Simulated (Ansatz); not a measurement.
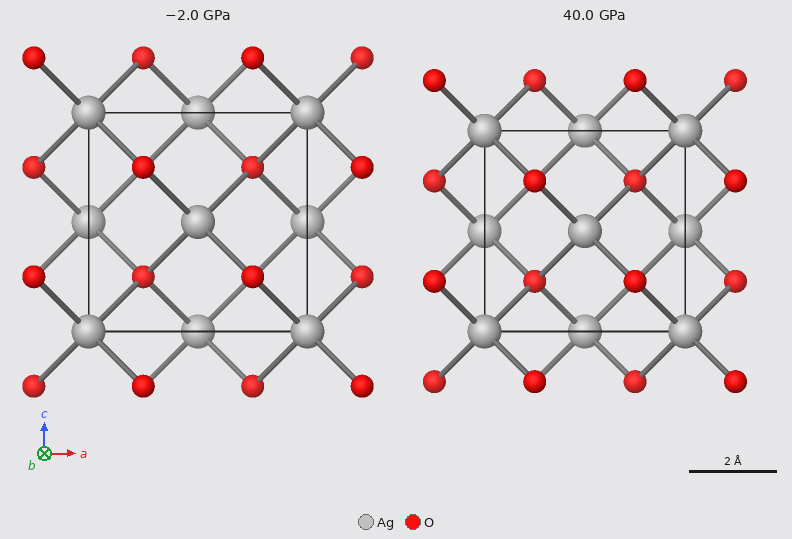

A crystal of AgO (set up in F-43m), relaxed (cell and atoms) at several target pressures. The picture shows the first and the last member. Style: ball-and-stick. Shown: the conventional cell (4 times the calculation's cell), along the b axis. Lengths and directions refer to the drawn axes.

Computed with Ansatz 0.2.0: DFT r2SCAN, scalar-relativistic, plane waves, PAW. Set-up: plane-wave cutoff 500 eV; k-point mesh 14 × 14 × 14 at −2.0 to 10.0, 16 × 16 × 16 at 20.0 and 40.0 GPa; occupations gaussian; smearing width 0.1 eV; collinear spin; cell and atoms relaxed; force threshold 0.008 eV/Å.

```tsv
pressure (GPa)	volume (Å³/atom)	a (Å)
−2.0	16.110	5.051
0.0	15.735	5.012
2.0	15.400	4.976
5.0	14.944	4.926
10.0	14.354	4.861
20.0	?	?
40.0	12.427	4.633
```

Q: Estimate the missing row from the others, and compare with the calculation.

A: Murnaghan's form V = V₀(1 + B′P/B₀)^(−1/B′), with V₀ = 15.735 Å³ from the row at zero pressure, fits the other rows with B₀ = 85.7 GPa and B′ = 5.23 (largest miss 0.022 Å³). At 20.0 GPa it gives 15.735 × (1 + 5.23 × 20.0/85.7)^(−1/5.23) = 13.509 Å³ per atom. The calculation gives 13.522 Å³/atom (a = 4.765 Å). The estimate is 0.013 Å³/atom too low. From the first member to the last: Ag–O 2.187 → 2.006 Å.

The whole series:

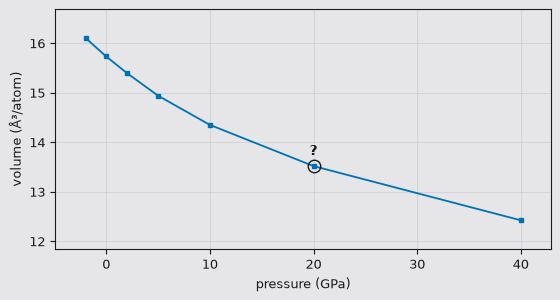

The cells carry a magnetic moment (0.9 to 0.0 μB per cell in all, first to last member); only the order that this cell allows was tried.

Each member starts from this one structure; whether another phase lies lower wasn't checked.
